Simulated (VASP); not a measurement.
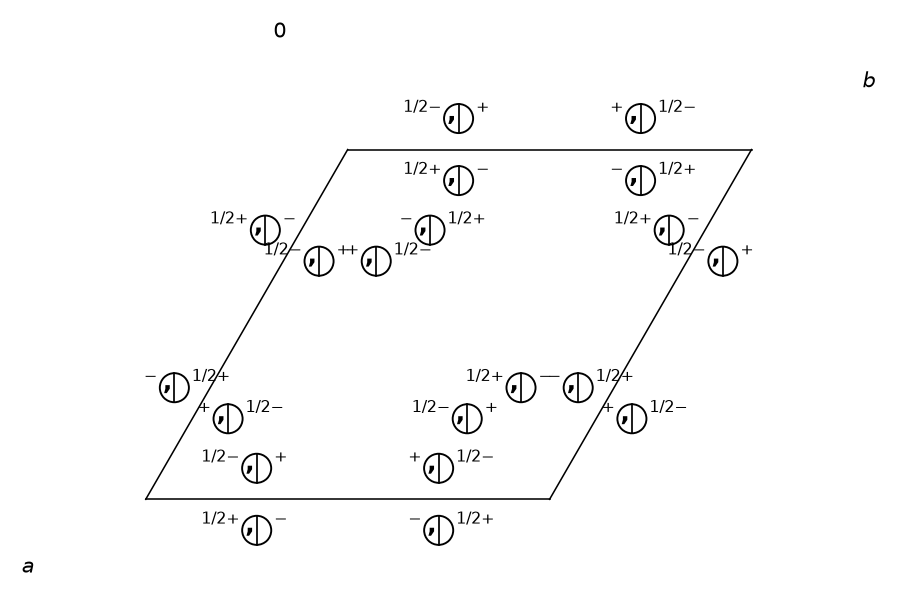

General positions of a space group, projected down c, computed from the operations of a computed or model structure of composition C.

A circle is a general position, a comma marks the mirror image, + and − with a fraction give the height (along the projection axis: ½+ is ½ plus the coordinate, − is its negative), and a split circle stands for two positions above each other.

Give the Hermann–Mauguin symbol and number.

No. 194, P6_3/mmc; primitive hexagonal, point group 6/mmm, 24 general positions a cell.

Write the general positions (in any order).

x, y, z
−x, −y, −z
x−y, x, z+1/2
−x+y, −x, −z+1/2
−y, x−y, z
y, −x+y, −z
−x, −y, z+1/2
x, y, −z+1/2
−x+y, −x, z
x−y, x, −z
y, −x+y, z+1/2
−y, x−y, −z+1/2
−y, −x, −z+1/2
y, x, z+1/2
−x, −x+y, −z
x, x−y, z
−x+y, y, −z+1/2
x−y, −y, z+1/2
y, x, −z
−y, −x, z
x, x−y, −z+1/2
−x, −x+y, z+1/2
x−y, −y, −z
−x+y, y, z
